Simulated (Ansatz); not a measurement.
## MnS: a changed input and its effect

System: MnS (P6₃mc, 8 atoms in the cell).
Method of run 1: DFT LDA+U, scalar-relativistic, plane waves, PAW, Ueff = 4 eV on Mn atom 1 d; Ueff = 4 eV on Mn atom 2 d; Ueff = 4 eV on Mn atom 5 d; Ueff = 4 eV on Mn atom 6 d, spin-polarised (Ansatz 0.2.0).

The structure derives from an entry of the Crystallography Open Database. Text and figures count atoms from 1; the logs count them from 0 in places.

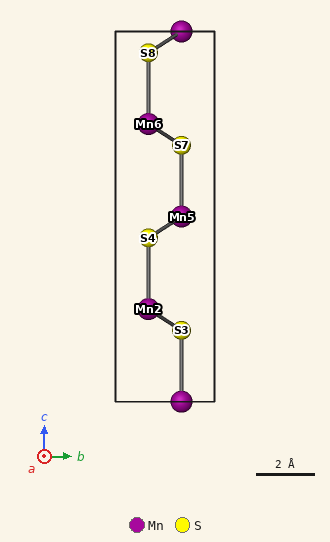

Figure 1. The input geometry (ball-and-stick view of the cell of the calculation, along the a axis; atoms are numbered from 1 in the order of the input). Near neighbours in the crystal (not all of them lie inside the picture): Mn has 4 S at 2.41 to 2.48 Å; S has 4 Mn at 2.41 to 2.48 Å.

### Input, run 1
```yaml
crystal:
  lattice:
    - [3.97600161, 0.0, 0.0]
    - [-1.9880008, 3.4433184, 0.0]
    - [0.0, 0.0, 12.864001]
  atoms:
    - { symbol: Mn, position: [0.3333333333, 0.6666666667, 0.0], spin: 5.0 }
    - { symbol: Mn, position: [0.6666666667, 0.3333333333, 0.25], spin: 5.0 }
    - { symbol: S, position: [0.3333333333, 0.6666666667, 0.1925] }
    - { symbol: S, position: [0.6666666667, 0.3333333333, 0.4425] }
    - { symbol: Mn, position: [0.3333333333, 0.6666666667, 0.5], spin: 5.0 }
    - { symbol: Mn, position: [0.6666666667, 0.3333333333, 0.75], spin: 5.0 }
    - { symbol: S, position: [0.3333333333, 0.6666666667, 0.6925] }
    - { symbol: S, position: [0.6666666667, 0.3333333333, 0.9425] }
basis:
  ecutwfc: 420
  ecutrho_ratio: 4
kpoints:
  mp_grid: { grid: [6, 6, 2] }
hamiltonian:
  xc: lda
  hubbard:
    sites:
      - { site: 0, l: d, u_eff: 4.0, starting_ns: [{ spin: up, occupation_matrix: s0up }, { spin: down, occupation_matrix: s0down }] }
      - { site: 1, l: d, u_eff: 4.0, starting_ns: [{ spin: up, occupation_matrix: s1up }, { spin: down, occupation_matrix: s1down }] }
      - { site: 4, l: d, u_eff: 4.0, starting_ns: [{ spin: up, occupation_matrix: s4up }, { spin: down, occupation_matrix: s4down }] }
      - { site: 5, l: d, u_eff: 4.0, starting_ns: [{ spin: up, occupation_matrix: s5up }, { spin: down, occupation_matrix: s5down }] }
    occupation_matrices:
      s0up:
        matrix:
          - [0.97, 0.0, 0.0, 0.0, 0.0]
          - [0.0, 0.97, 0.0, 0.0, 0.0]
          - [0.0, 0.0, 0.97, 0.0, 0.0]
          - [0.0, 0.0, 0.0, 0.97, 0.0]
          - [0.0, 0.0, 0.0, 0.0, 0.97]
      s0down:
        matrix:
          - [0.02, 0.0, 0.0, 0.0, 0.0]
          - [0.0, 0.02, 0.0, 0.0, 0.0]
          - [0.0, 0.0, 0.02, 0.0, 0.0]
          - [0.0, 0.0, 0.0, 0.02, 0.0]
          - [0.0, 0.0, 0.0, 0.0, 0.02]
      s1up:
        matrix:
          - [0.97, 0.0, 0.0, 0.0, 0.0]
          - [0.0, 0.97, 0.0, 0.0, 0.0]
          - [0.0, 0.0, 0.97, 0.0, 0.0]
          - [0.0, 0.0, 0.0, 0.97, 0.0]
          - [0.0, 0.0, 0.0, 0.0, 0.97]
      s1down:
        matrix:
          - [0.02, 0.0, 0.0, 0.0, 0.0]
          - [0.0, 0.02, 0.0, 0.0, 0.0]
          - [0.0, 0.0, 0.02, 0.0, 0.0]
          - [0.0, 0.0, 0.0, 0.02, 0.0]
          - [0.0, 0.0, 0.0, 0.0, 0.02]
      s4up:
        matrix:
          - [0.97, 0.0, 0.0, 0.0, 0.0]
          - [0.0, 0.97, 0.0, 0.0, 0.0]
          - [0.0, 0.0, 0.97, 0.0, 0.0]
          - [0.0, 0.0, 0.0, 0.97, 0.0]
          - [0.0, 0.0, 0.0, 0.0, 0.97]
      s4down:
        matrix:
          - [0.02, 0.0, 0.0, 0.0, 0.0]
          - [0.0, 0.02, 0.0, 0.0, 0.0]
          - [0.0, 0.0, 0.02, 0.0, 0.0]
          - [0.0, 0.0, 0.0, 0.02, 0.0]
          - [0.0, 0.0, 0.0, 0.0, 0.02]
      s5up:
        matrix:
          - [0.97, 0.0, 0.0, 0.0, 0.0]
          - [0.0, 0.97, 0.0, 0.0, 0.0]
          - [0.0, 0.0, 0.97, 0.0, 0.0]
          - [0.0, 0.0, 0.0, 0.97, 0.0]
          - [0.0, 0.0, 0.0, 0.0, 0.97]
      s5down:
        matrix:
          - [0.02, 0.0, 0.0, 0.0, 0.0]
          - [0.0, 0.02, 0.0, 0.0, 0.0]
          - [0.0, 0.0, 0.02, 0.0, 0.0]
          - [0.0, 0.0, 0.0, 0.02, 0.0]
          - [0.0, 0.0, 0.0, 0.0, 0.02]
    ns_hold: { iters: 8 }
scf:
  occupations: { method: gaussian, width: 0.05 }
  lower_state_search: "off"
  max_iter: 150
output:
  forces: true
  stress: true
  eigenvalues: true
  populations: true
  hubbard:
    sites:
      - { site: 0, l: d }
      - { site: 1, l: d }
      - { site: 4, l: d }
      - { site: 5, l: d }
magnetization:
  spin_polarized: true
  initial_magnetization: 20.0
  spin_locking: { lock_magnetization: hard }
```

Command:
```bash
ansatz run input.yaml --threads 4 --pin off --max-ram 6144MiB --backend cpu --events-out ev --progress --plain --runs-dir out
```

Hardware: 4 threads of Intel Xeon @ 2.50GHz (Skylake/Cascade Lake), 189 GiB of memory available, shared host.

### Output, shortened to warnings, some set-up lines, iterations and results (run 1)
```
Warning: output.stress: scf.convergence.dr2_threshold = 1e-7 eV (the SCF's general default) is looser than the 8e-10 eV advised for a printed stress (1e-10 eV for each atom of the cell: 8). What an SCF threshold leaves in a stress goes as its square root, and in the free energy as the threshold itself, and one threshold admits the most on a small cell: of the crystals measured, under no hybrid …
Basis set: ecut = 420 eV, 3499 PW (Γ)
Symmetry: 24 space group operations
k-points: 14 of 72
Initial density: superposition of atomic densities (chi_scale 0.1, normalization cell, long waves kept (reshape's long-wave potential 0.00 eV rms))
[...]
SCF iter   1: F=—  HF=-18841.844164 eV  |F-HF|=—  |Δ(HF+E_count)|=         —  Δρ=4.49e-2 (↑2.75e-2 ↓4.49e-2)  dr2=7.73e0  dr2_m=3.03e-1  M=20.000 μB ∫|m|=20.000 μB  β_m=0.30  …
SCF iter   2: F=—  HF=-18840.636234 eV  |F-HF|=—  |Δ(HF+E_count)|=    1.21e0  Δρ=2.44e-2 (↑1.25e-2 ↓2.44e-2)  dr2=1.64e0  dr2_m=2.98e-1  M=20.000 μB ∫|m|=20.000 μB  β_m=0.45  …
SCF iter   3: F=—  HF=-18840.806980 eV  |F-HF|=—  |Δ(HF+E_count)|=   1.71e-1  Δρ=9.52e-3 (↑8.72e-3 ↓9.52e-3)  dr2=2.31e-1  dr2_m=9.64e-2  M=20.000 μB ∫|m|=20.000 μB  β_m=0.59 …
SCF iter   4: F=—  HF=-18840.873398 eV  |F-HF|=—  |Δ(HF+E_count)|=   6.64e-2  Δρ=2.79e-3 (↑2.79e-3 ↓1.08e-3)  dr2=1.66e-2  dr2_m=2.58e-3  M=20.000 μB ∫|m|=20.000 μB  β_m=0.79 …
SCF iter   5: F=—  HF=-18840.874587 eV  |F-HF|=—  |Δ(HF+E_count)|=   1.19e-3  Δρ=3.38e-4 (↑3.38e-4 ↓3.15e-4)  dr2=1.05e-3  dr2_m=7.67e-6  M=20.000 μB ∫|m|=20.000 μB  β_m=0.89 …
[... 7 lines ...]
SCF iter  13: F=—  HF=-18840.971719 eV  |F-HF|=—  |Δ(HF+E_count)|=   1.00e-3  Δρ=1.72e-4 (↑9.37e-5 ↓1.72e-4)  dr2=1.17e-4  dr2_m=5.92e-6  M=20.000 μB ∫|m|=20.000 μB  β_m=0.79 …
SCF iter  14: F=—  HF=-18840.971684 eV  |F-HF|=—  |Δ(HF+E_count)|=   3.44e-5  Δρ=3.60e-5 (↑3.60e-5 ↓2.10e-5)  dr2=1.90e-6  dr2_m=8.30e-7  M=20.000 μB ∫|m|=20.000 μB  β_m=0.86 …
SCF iter  15: F=—  HF=-18840.971684 eV  |F-HF|=—  |Δ(HF+E_count)|=   2.09e-9  Δρ=5.32e-6 (↑5.32e-6 ↓4.39e-6)  dr2=1.87e-7  dr2_m=1.11e-9  M=20.000 μB ∫|m|=20.000 μB  β_m=0.90 …
SCF iter  16: F=-18840.971684 eV  HF=-18840.971684 eV  |F-HF|=5.88e-9  |Δ(HF+E_count)|=   1.04e-8  Δρ=1.95e-6 (↑1.95e-6 ↓1.09e-6)  dr2=1.80e-8  dr2_m=6.44e-10  M=20.000 μB …
SCF 1 converged in 16 iterations: F = -18840.971684 eV  dr2 = 1.80e-8
SCF converged after 16 iterations
Stability checked in part: among states of this total moment the steps that led to this state did not find it unstable. No probe was made; neither looks for a lower state of another moment (fixed_total_moment; see scf.lower_state_search)
Magnetization: 20.0000 μB (52.0000 up, 32.0000 down)
Absolute magnetization: 20.0000 μB (∫|ρ↑−ρ↓|, with the PAW one-centre terms)
Spin contamination: 0.0426 ħ² per cell (⟨S²⟩ above its minimum at these occupations)
Per-site moments (μB) at R_I (Å): [(4.312801448646173, 0.994856976966098), (4.312801448646174, 0.994856976966098), (0.0695665836318149, 0.994856976966098), (0.06956658363181376, 0.9948569769660981), (4.312801448646171, 0.9948569769660981), (4.312801448646174, 0.994856976966098), …
Free energy (F): -18840.971684 eV
Harris-Foulkes:  -18840.971684 eV  (|F-HF|=5.88e-9)
Internal energy: -18840.971684 eV  (E = F + TS)
E sigma→0 (E₀):  -18840.971684 eV
Fermi energy:    7.492865 (↑ 7.492865, ↓ 6.436460) eV
--- Per-component energies (eV) ---
  E_band       = -1489.550441
  E_kinetic    = 1618.844403
  E_local      = -11217.773506  (includes V_loc(G=0)·N_el)
  E_nonlocal   = 1140.653106
  E_hartree    = 4582.848541
  E_xc         = -823.332364
  E_vxc        = -914.918710  (∫ρ·V_xc dr)
  E_hubbard    = 2.367570  (on-site DFT+U / exact-exchange correction)
  E_vhub       = -37.302290  (the Hubbard potential's part of the band-sum identity)
  E_paw        = -7265.673655  (= ΣΔE_a)
  E_vpaw       = -1244.735053  (= ΣTr[D̂ρ^β])
  E_aug_tail   = -0.000034  (compensation charges beyond the density's cutoff)
  E_ewald      = -6881.054347
  E_core_change = 2.148602  (= ΣΔE_core)
  E_smearing   = -0.000000  (= −TS)
  E_closure    = 0.000000  (closes the sum)
  Σ components = -18840.971684   (vs F -18840.971684, Δ=0.00e0)
--- Specified on-site occupations, and those of the state reported ---
  electrons in the specified blocks: 19.8000 specified, 21.0187 found
  site 1 (l=d) ↓: largest change of an orbital's occupation 0.0578; electrons 0.1000 specified, 0.2851 found; spectral distance 0.0996
  site 0 (l=d) ↓: largest change of an orbital's occupation 0.0578; electrons 0.1000 specified, 0.2851 found; spectral distance 0.0996
  site 4 (l=d) ↓: largest change of an orbital's occupation 0.0578; electrons 0.1000 specified, 0.2851 found; spectral distance 0.0996
  site 5 (l=d) ↓: largest change of an orbital's occupation 0.0578; electrons 0.1000 specified, 0.2851 found; spectral distance 0.0996
  site 4 (l=d) ↑: largest change of an orbital's occupation 0.0262; electrons 4.8500 specified, 4.9696 found; spectral distance 0.0537
[...]
```

For run 2 the input was changed thus:
```diff
-    ns_hold: { iters: 8 }
+    ns_hold: { iters: 10 }
+  write_density: true
+  write_potential: true
+  elf: true
+  volumetric_format: npy
-  initial_magnetization: 20.0
-  spin_locking: { lock_magnetization: hard }
```

What does this change do to the results?

The total moment is fixed by the input in run 1, so the state need not be the lowest. The energy is the same within 0.01 meV per atom.

### Output, shortened to warnings, some set-up lines, iterations and results (run 2)
```
Basis set: ecut = 420 eV, 3499 PW (Γ)
Symmetry: 24 space group operations
k-points: 14 of 72
Initial density: superposition of atomic densities (chi_scale 0.1, normalization cell, long waves kept (reshape's long-wave potential 0.00 eV rms))
[...]
SCF iter   1: F=—  HF=-18841.844164 eV  |F-HF|=—  |Δ(HF+E_count)|=         —  Δρ=4.49e-2 (↑2.75e-2 ↓4.49e-2)  dr2=7.73e0  dr2_m=3.03e-1  M=20.000 μB ∫|m|=20.000 μB  β_m=1.00  …
SCF iter   2: F=—  HF=-18841.470958 eV  |F-HF|=—  |Δ(HF+E_count)|=   3.73e-1  Δρ=1.75e-2 (↑1.75e-2 ↓1.21e-2)  dr2=1.74e0  dr2_m=3.62e-2  M=20.000 μB ∫|m|=20.000 μB  β_m=1.00  …
SCF iter   3: F=—  HF=-18840.993919 eV  |F-HF|=—  |Δ(HF+E_count)|=   4.77e-1  Δρ=7.97e-3 (↑7.97e-3 ↓5.97e-3)  dr2=3.70e-1  dr2_m=1.15e-2  M=20.000 μB ∫|m|=20.000 μB  β_m=1.00 …
SCF iter   4: F=—  HF=-18840.893075 eV  |F-HF|=—  |Δ(HF+E_count)|=   1.01e-1  Δρ=3.33e-3 (↑3.33e-3 ↓1.68e-3)  dr2=2.78e-2  dr2_m=2.15e-3  M=20.000 μB ∫|m|=20.000 μB  β_m=1.00 …
SCF iter   5: F=—  HF=-18840.891263 eV  |F-HF|=—  |Δ(HF+E_count)|=   1.81e-3  Δρ=1.39e-3 (↑1.39e-3 ↓1.17e-3)  dr2=8.23e-3  dr2_m=1.46e-4  M=20.000 μB ∫|m|=20.000 μB  β_m=1.00 …
[... 9 lines ...]
SCF iter  15: F=—  HF=-18840.971709 eV  |F-HF|=—  |Δ(HF+E_count)|=   6.04e-4  Δρ=1.79e-4 (↑5.15e-5 ↓1.79e-4)  dr2=1.02e-4  dr2_m=1.07e-5  M=20.000 μB ∫|m|=20.000 μB  β_m=0.78 …
SCF iter  16: F=—  HF=-18840.971684 eV  |F-HF|=—  |Δ(HF+E_count)|=   2.50e-5  Δρ=4.07e-5 (↑4.07e-5 ↓2.34e-5)  dr2=2.74e-6  dr2_m=1.01e-6  M=20.000 μB ∫|m|=20.000 μB  β_m=0.89 …
SCF iter  17: F=—  HF=-18840.971684 eV  |F-HF|=—  |Δ(HF+E_count)|=   1.99e-8  Δρ=5.17e-6 (↑5.17e-6 ↓4.96e-6)  dr2=2.58e-7  dr2_m=5.65e-10  M=20.000 μB ∫|m|=20.000 μB  …
SCF iter  18: F=-18840.971684 eV  HF=-18840.971684 eV  |F-HF|=1.21e-8  |Δ(HF+E_count)|=   1.27e-8  Δρ=2.52e-6 (↑2.52e-6 ↓1.57e-6)  dr2=3.42e-8  dr2_m=7.63e-10  M=20.000 μB …
SCF 1 converged in 18 iterations: F = -18840.971684 eV  dr2 = 3.42e-8
SCF converged after 18 iterations
Magnetization: 20.0000 μB (52.0000 up, 32.0000 down)
Absolute magnetization: 20.0000 μB (∫|ρ↑−ρ↓|, with the PAW one-centre terms)
Spin contamination: 0.0426 ħ² per cell (⟨S²⟩ above its minimum at these occupations)
Per-site moments (μB) at R_I (Å): [(4.312802443310411, 0.994856976966098), (4.31280244331041, 0.994856976966098), (0.0695671076151204, 0.994856976966098), (0.06956710761511906, 0.9948569769660981), (4.31280244331041, 0.9948569769660981), (4.312802443310409, 0.994856976966098), (0.06956710761512015, …
Free energy (F): -18840.971684 eV
Harris-Foulkes:  -18840.971684 eV  (|F-HF|=1.21e-8)
Internal energy: -18840.971684 eV  (E = F + TS)
E sigma→0 (E₀):  -18840.971684 eV
Fermi energy:    7.492851 eV
--- Per-component energies (eV) ---
  E_band       = -1489.552849
  E_kinetic    = 1618.844371
  E_local      = -11217.777596  (includes V_loc(G=0)·N_el)
  E_nonlocal   = 1140.654248
  E_hartree    = 4582.851877
  E_xc         = -823.332227
  E_vxc        = -914.918531  (∫ρ·V_xc dr)
  E_hubbard    = 2.367577  (on-site DFT+U / exact-exchange correction)
  E_vhub       = -37.302281  (the Hubbard potential's part of the band-sum identity)
  E_paw        = -7265.674154  (= ΣΔE_a)
  E_vpaw       = -1244.735302  (= ΣTr[D̂ρ^β])
  E_aug_tail   = -0.000034  (compensation charges beyond the density's cutoff)
  E_ewald      = -6881.054347
  E_core_change = 2.148602  (= ΣΔE_core)
  E_smearing   = -0.000000  (= −TS)
  E_closure    = -0.000000  (closes the sum)
  Σ components = -18840.971684   (vs F -18840.971684, Δ=0.00e0)
--- Specified on-site occupations, and those of the state reported ---
  electrons in the specified blocks: 19.8000 specified, 21.0187 found
  site 0 (l=d) ↓: largest change of an orbital's occupation 0.0578; electrons 0.1000 specified, 0.2851 found; spectral distance 0.0996
  site 1 (l=d) ↓: largest change of an orbital's occupation 0.0578; electrons 0.1000 specified, 0.2851 found; spectral distance 0.0996
  site 5 (l=d) ↓: largest change of an orbital's occupation 0.0578; electrons 0.1000 specified, 0.2851 found; spectral distance 0.0996
  site 4 (l=d) ↓: largest change of an orbital's occupation 0.0578; electrons 0.1000 specified, 0.2851 found; spectral distance 0.0996
  site 5 (l=d) ↑: largest change of an orbital's occupation 0.0262; electrons 4.8500 specified, 4.9696 found; spectral distance 0.0537
  site 1 (l=d) ↑: largest change of an orbital's occupation 0.0262; electrons 4.8500 specified, 4.9696 found; spectral distance 0.0537
  site 4 (l=d) ↑: largest change of an orbital's occupation 0.0262; electrons 4.8500 specified, 4.9696 found; spectral distance 0.0537
[...]
```

### The two runs side by side

```csv
quantity,run 1,run 2
outcome,converged,converged
free energy per atom (eV),−2355.1215,−2355.1215
gap on the mesh (eV),1.23,1.23
net moment of the cell (μB),20.00,20.00
absolute moment of the cell (μB),20.00,20.00
pressure (GPa),−0.19,−0.19
largest force (eV/Å),0.230,0.230
irreducible k-points,14,14
plane waves at Γ,3499,3499
SCF iterations,–,18
wall time (shared host),37 s,40 s
```

For run 1: Warnings: the SCF threshold is looser than advised for the printed stress.
